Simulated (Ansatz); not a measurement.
# Single-point calculation of GeSe (part 1 of 2)

System: GeSe (slab, 16 atoms in the cell).
Method: DFT PBEsol, scalar-relativistic, plane waves, PAW, no spin polarisation (Ansatz 0.2.0).

The structure derives from an entry of the Crystallography Open Database. It belongs to a series of runs on one base structure; here: (1 0 0) slab cut from the bulk. Figures and captions count atoms from 1; the log counts them from 0 in places.

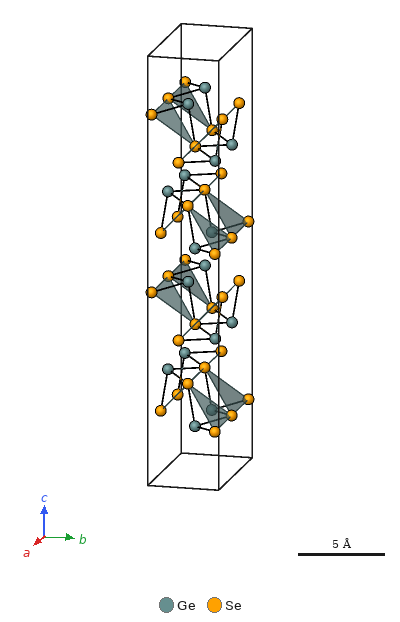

The input geometry (polyhedral view of the 2 × 1 repeat of the cell, with the vacuum cut short, seen slightly off an axis; polyhedra are completed across the faces of the cell). An atom can appear more than once, as a periodic image.

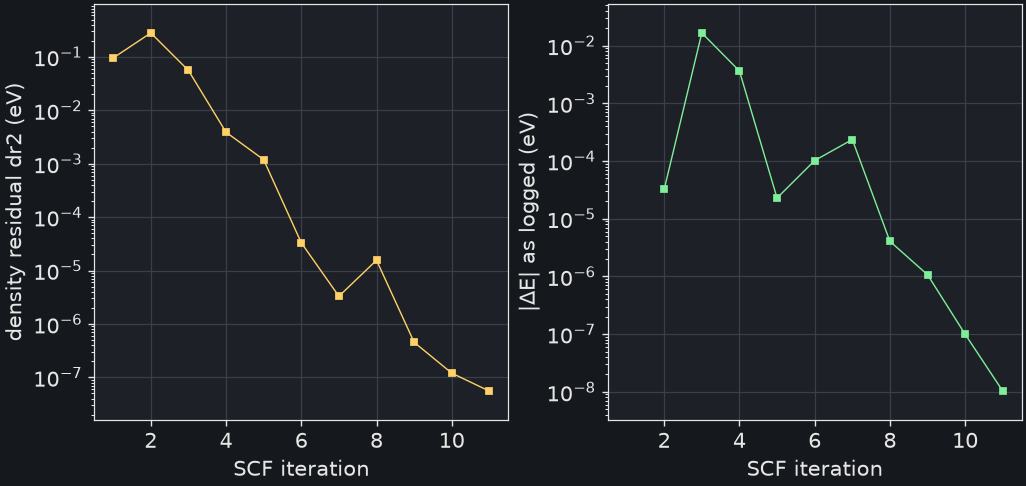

Convergence of the self-consistent field: density residual dr2 and size of the energy change against the SCF iteration. The residual falls unevenly and jumps up by a factor of two or more 2 times on the way down.

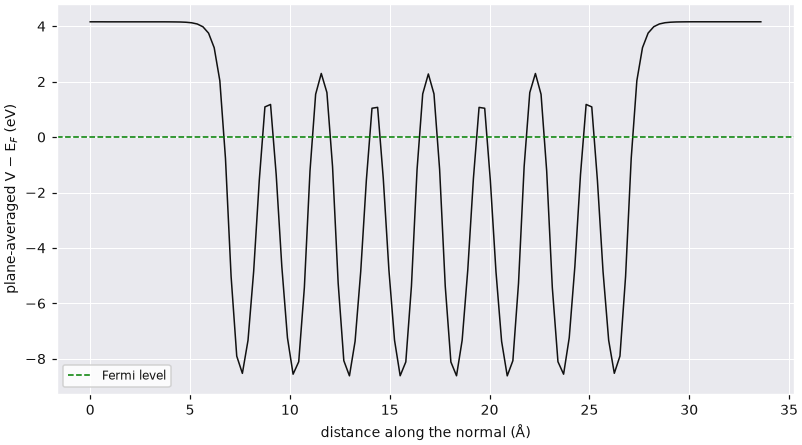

Plane average of the electrostatic potential energy of an electron across the cell, from the Fermi level. The vacuum level lies 4.16 eV above the Fermi level.

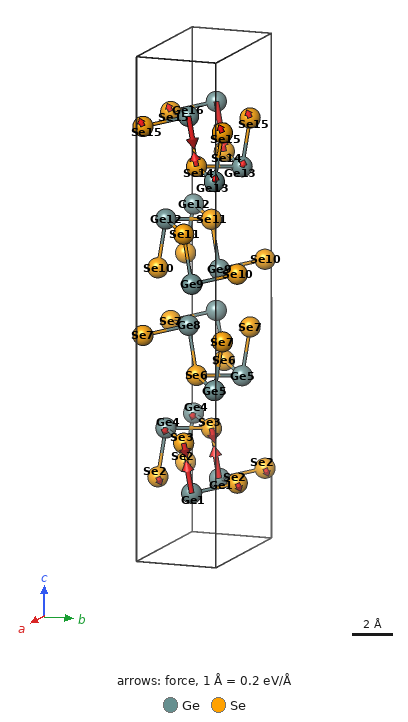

Forces on the atoms as red arrows (ball-and-stick view of the 2 × 1 repeat of the cell, with the vacuum cut short, seen slightly off an axis; atoms are numbered from 1 in the order of the input); the smallest are left out. The largest act on Ge1, Ge16 (0.35 eV/Å); Se3, Se14 (0.16 eV/Å). The geometry is not a stationary point of this energy.

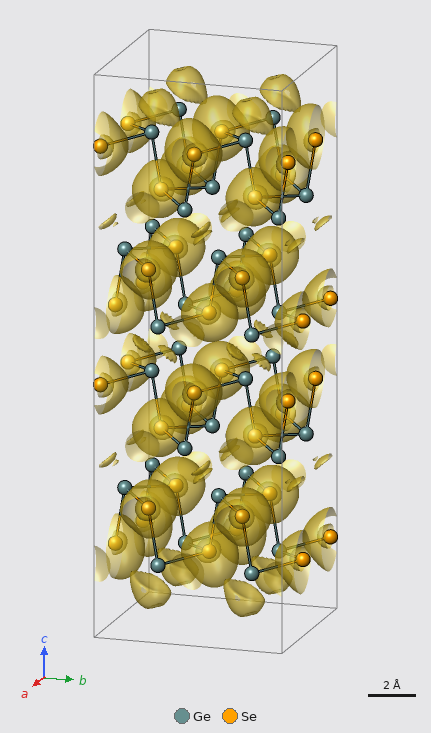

Isosurface of the electron localisation function at 0.65 (yellow), seen slightly off an axis. Only the valence region is drawn (cores and ρ < 0.01 e/Å³ removed). Sticks mark near contacts. Profiles from the grid: Ge–Se (2.57 Å): the ELF is about 0.70 at the midpoint. The fields are those of the smooth PAW valence density.

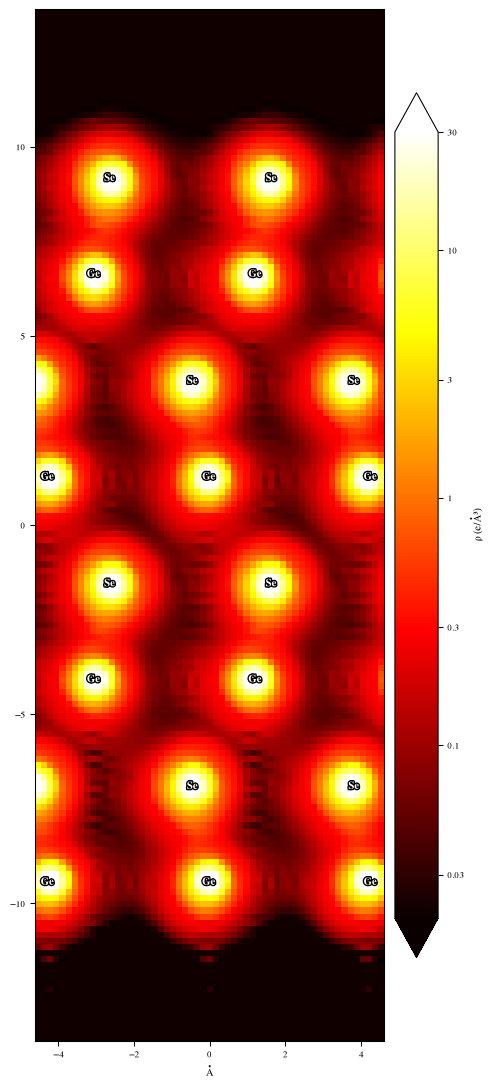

Valence electron density on the (100) plane of the calculation cell, a cut from vacuum to vacuum. Atoms in the plane: Ge and Se. Ge–Se (2.57 Å): the density is about 0.46 e/Å³ at the midpoint, with its minimum of 0.4 e/Å³ about 1.1 Å from Ge. The density dies away to nearly zero in the vacuum.

The input that produced these results follows, with the program's output.

Input file:
```yaml
crystal:
  lattice:
    - [3.8543821067, 0.0, 0.0]
    - [0.0, 4.2673309516, 0.0]
    - [0.0, 0.0, 33.867780108]
  atoms:
    - { symbol: Ge, position: [0.75, 0.6069329028, 0.2214494123] }
    - { symbol: Se, position: [0.25, 0.0061952201, 0.2293377368] }
    - { symbol: Se, position: [0.75, 0.5061952201, 0.2962517218] }
    - { symbol: Ge, position: [0.25, 0.1069329028, 0.3041400463] }
    - { symbol: Ge, position: [0.75, 0.8930670972, 0.3795862594] }
    - { symbol: Se, position: [0.25, 0.4938047799, 0.387474584] }
    - { symbol: Se, position: [0.75, 0.9938047799, 0.4543885689] }
    - { symbol: Ge, position: [0.25, 0.3930670972, 0.4622768934] }
    - { symbol: Ge, position: [0.75, 0.6069329028, 0.5377231066] }
    - { symbol: Se, position: [0.25, 0.0061952201, 0.5456114311] }
    - { symbol: Se, position: [0.75, 0.5061952201, 0.612525416] }
    - { symbol: Ge, position: [0.25, 0.1069329028, 0.6204137406] }
    - { symbol: Ge, position: [0.75, 0.8930670972, 0.6958599537] }
    - { symbol: Se, position: [0.25, 0.4938047799, 0.7037482782] }
    - { symbol: Se, position: [0.75, 0.9938047799, 0.7706622632] }
    - { symbol: Ge, position: [0.25, 0.3930670972, 0.7785505877] }
basis:
  ecutwfc: 420
kpoints:
  mp_grid: { grid: [9, 8, 1] }
hamiltonian:
  xc: pbesol
scf:
  occupations: { method: gaussian, width: 0.05 }
output:
  forces: true
  stress: true
  eigenvalues: true
  write_density: true
  write_potential: true
  elf: true
  volumetric_format: npy
efield:
  axis: 3
  dipole_correction: true
  ramp_width: 0.04
```

Launch command:
```bash
ansatz run input.yaml --threads 2 --pin off --max-ram 5120MiB --backend cpu --events-out ev --progress --plain --runs-dir out
```

Output:
```
Engine: ansatz 0.2.0, aarch64-unknown-linux-gnu
Pseudopotentials: kind: paw
Pseudopotential: Ge, paw, valence charge 14, recommended cutoff 420 eV (normal), Ge.paw.azcp
Pseudopotential: Se, paw, valence charge 16, recommended cutoff 420 eV (normal), Se.paw.azcp
Functional definition: PBEsol
  exchange = pbesol_x
  correlation = pbesol_c
Crystal: 16 atoms, lattice volume = 557.055 Å³
Basis set: ecut = 420 eV, 10955 PW (Γ), exchange–correlation on 54×60×480 points (8 copies of the dense FFT grid, shifted against one another)
Bands: 144, of which v1, the nominal top of the filled ones, is band 120 counted from 1 (119 counted from 0)
Symmetry: 2 space group operations
k-points: 25 of 72 (time reversal used)
Non-local potential: Ge, projectors of the file, l = 0: 2, l = 1: 2, l = 2: 3, l = 3: 1
Non-local potential: Se, projectors of the file, l = 0: 2, l = 1: 2, l = 2: 3, l = 3: 1
PAW form: soft (Blöchl's): semilocal exchange-correlation on the pseudo side does not see the compensation charge
PAW frozen core: Ge, regenerated for the run's functional, and the local potential with it (the file was generated under x = pbe(κ = 0.804, μ = 0.2195149727645171), c = pbe(β = 0.06672455060314922))
PAW frozen core: Se, regenerated for the run's functional, and the local potential with it (the file was generated under x = pbe(κ = 0.804, μ = 0.2195149727645171), c = pbe(β = 0.06672455060314922))
PAW one-centre angular grid: Ge, 590 points (default); XC on 64 Gauss nodes
PAW one-centre angular grid: Se, 590 points (default); XC on 64 Gauss nodes
Initial density: superposition of atomic densities (neutral atoms: chi_scale 0, normalization atom), corrected by the library's trained network
Initial wavefunctions: pseudopotential atomic-orbital guess
Functional: x = pbesol(κ = 0.804, μ = 0.12345679012345678), c = pbesol(β = 0.046)
```
